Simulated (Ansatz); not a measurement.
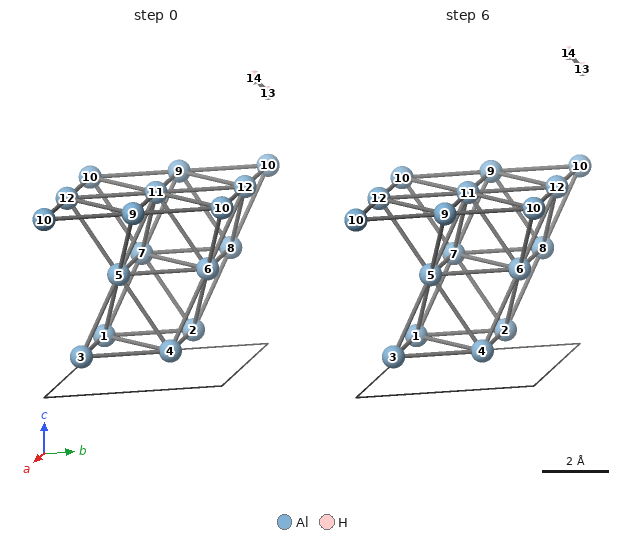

The structure of a slab of composition Al6H (cut from the Fm-3m phase) before (left) and after (right) a constrained relaxation, at one scale.

The picture is a ball-and-stick view of the cell of the calculation, outlined in the plane, without the vacuum, seen slightly off an axis.

Case: 1 H2 a cell, tilted, over a top Al site. The slab is the (1 1 1) face of Al with H2 on it. 4 atoms are held fixed.

Level of theory: DFT PBE+D3(BJ), scalar-relativistic, plane waves, PAW (Ansatz). Set-up: plane-wave cutoff 420 eV; k-point mesh 4 × 4 × 1; occupations gaussian; smearing width 0.1 eV; no spin polarisation; dipole correction; atoms relaxed in a fixed cell; force threshold 0.04 eV/Å; at most 100 steps.

Describe what moved and what it gained.

Answer. The largest move is that of H14, 0.76 Å at 7° to the normal (+c side). By element the largest moves are H 0.76 Å, Al 0.02 Å. The cell doesn't change. Over 5 accepted moves (6 points after the start) the energy falls by 0.108 eV per cell of the calculation. Largest force component: 0.38 eV/Å at the start, 0.012 eV/Å at the end. 1 step only repeated the SCF at the same geometry. Cost: 78 s on 2 threads of Arm Neoverse V1, with other jobs on the host, peak memory 0.76 GiB.

Limits of the set-up: the periodic images lie only 5.6 Å apart, so the values are limited by the cell's size.
